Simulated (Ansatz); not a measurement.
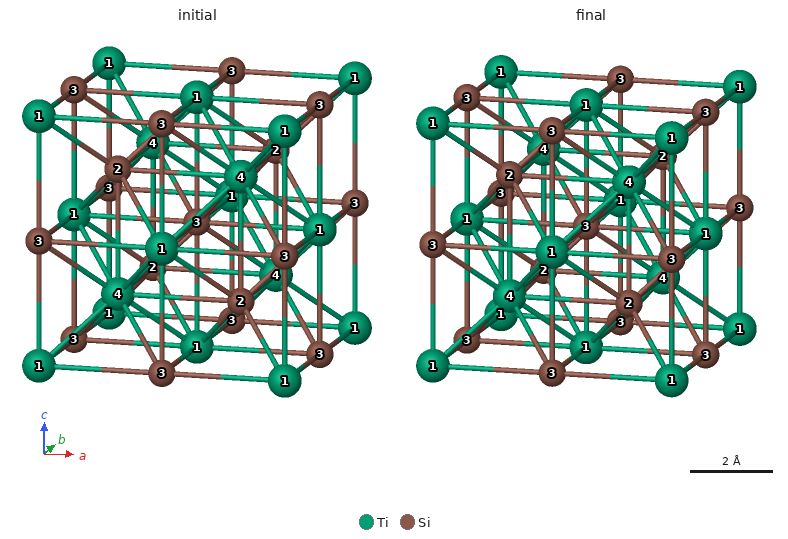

The structure of a crystal of TiSi (set up in Fd-3m) before (left) and after (right) a relaxation, at one scale.

Style: ball-and-stick. Shown: the conventional cell (4 times the calculation's cell), slightly off an axis. Lengths and directions refer to the drawn axes.

Case: 2 of 4 Ti sites taken by Si, cell and atoms relaxed.

Method: DFT r2SCAN, scalar-relativistic, plane waves, PAW in Ansatz 0.2.0. Settings: plane-wave cutoff 500 eV; k-point mesh 12 × 12 × 12; occupations gaussian; smearing width 0.1 eV; no spin polarisation; cell and atoms relaxed; force threshold 0.015 eV/Å; at most 60 steps.

### Describe what moved and what it gained.

The energy falls by 39.6 meV per atom in 3 accepted moves (4 points after the start). All forces vanish by symmetry, so only the cell relaxes. The pressure goes from −8.86 to −0.04 GPa. The SCF was repeated once at an unchanged geometry on a basis and grid sized afresh for the cell, which shifted the energy by 0.4 meV per atom at most. The atoms keep their places relative to the cell (all moves are under 0.005 Å). The drawn cell changes as follows: a = b = c 6.296 → 6.115 Å (−2.9 %); the volume changes by −8.4 %. Some distances before and after: Si2–Ti4 3.148 → 3.057 Å, Si3–Ti4 2.726 → 2.648 Å, Ti1–Ti4 2.726 → 2.648 Å. The space group stays Fd-3m (No. 227).
